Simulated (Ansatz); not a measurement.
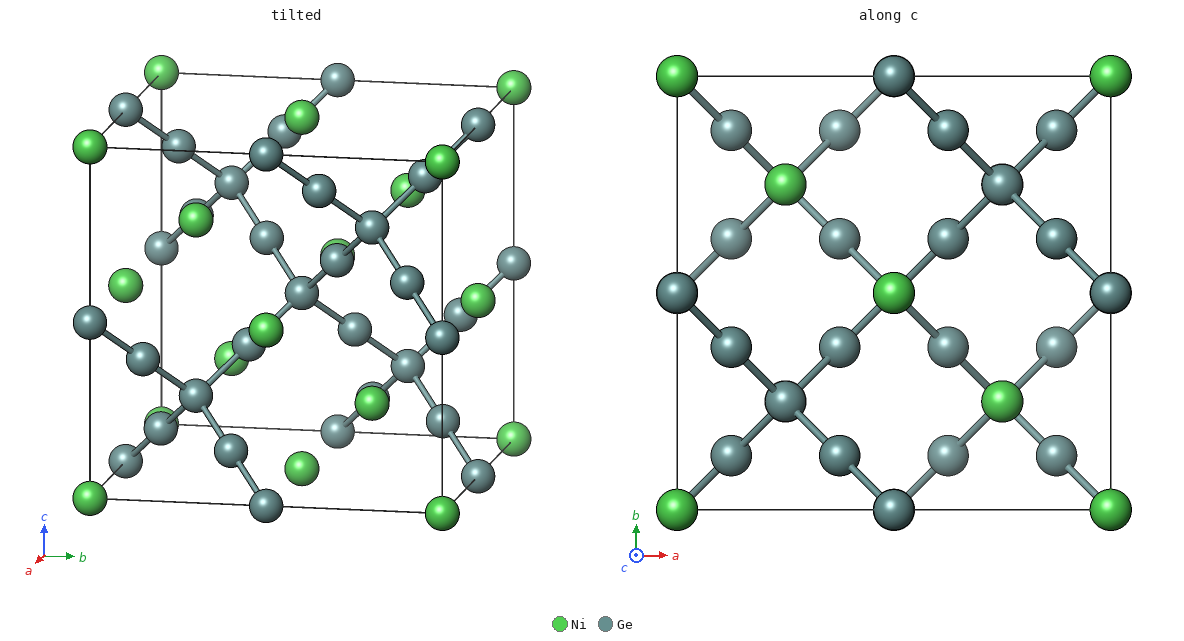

Ball-and-stick model, viewed slightly off an axis and along the c axis. The lines enclose the conventional unit cell; boundary atoms appear with their images. Cell: a = 11.12 Å, b = 11.12 Å, c = 11.12 Å, α = 90.00°, β = 90.00°, γ = 90.00°.

The structure comes from a random cell made by a generator, so it need not be a real form of the compound. Earlier steps of the study, as a rule a relaxation of our own, may have changed the cell and positions, so they can lie some per cent off the listed ones. A calculation with Ansatz used it as input.

Q: Summary of the structure:

A: Chemical formula NiGe$_{3}$. The atoms follow space group Fd-3m (No. 227); the Bravais lattice is face-centred cubic. It has 32 atoms to the cell (8 Ni, 24 Ge). Ge takes two kinds of site: 16d with two Ge in a linear arrangement at about 2.4 Å; 8b with four Ge in a tetrahedral arrangement at about 2.4 Å. The bonds build a three-dimensional framework; Ni atoms get no bond from the drawing's distance rule.

Theory: DFT PBE, scalar-relativistic, plane waves, PAW (Ansatz). Numerical settings: wavefunction cutoff 420 eV, k-points about 0.16 Å⁻¹ apart, Gaussian smearing of 0.1 eV, collinear spins.

Q: Which atoms carry magnetic moments in this run, and how do they order?

A: The state reached is ferromagnetic. Sizes: Ni 1.3 μB; net moment 2.6 μB in the run's cell of 8 atoms.

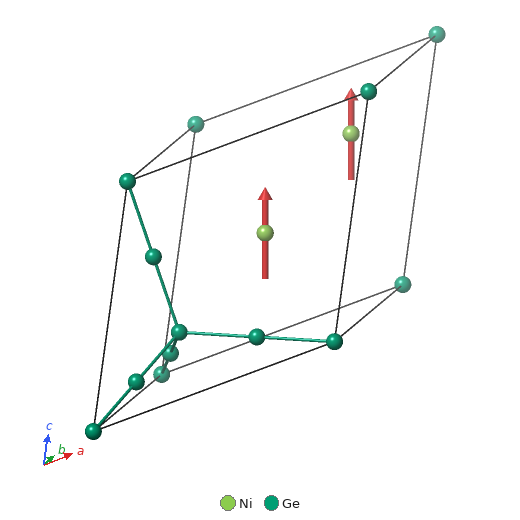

Site moments above 0.25 μB as arrows, small induced ones on non-metal atoms left out (red along the largest or up, blue against, purple across). The run's cell of 8 atoms is drawn, so axes and origin can differ from the first picture.

Q: Is the electronic structure metallic or gapped?

A: A metal: bands cross the Fermi level.

Q: How charged are the atoms, by the Bader scheme?

A: Ni +0.08 e; Ge -0.03 e.

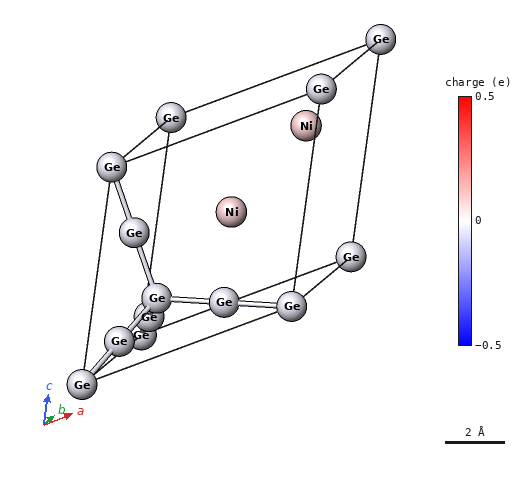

The atoms coloured by those charges. The run's cell of 8 atoms is drawn, so axes and origin can differ from the first picture.

Q: Has the structure come to rest?

A: Yes. All forces vanish to within 0.01 eV/Å. The pressure is 0.0 GPa, close to zero.
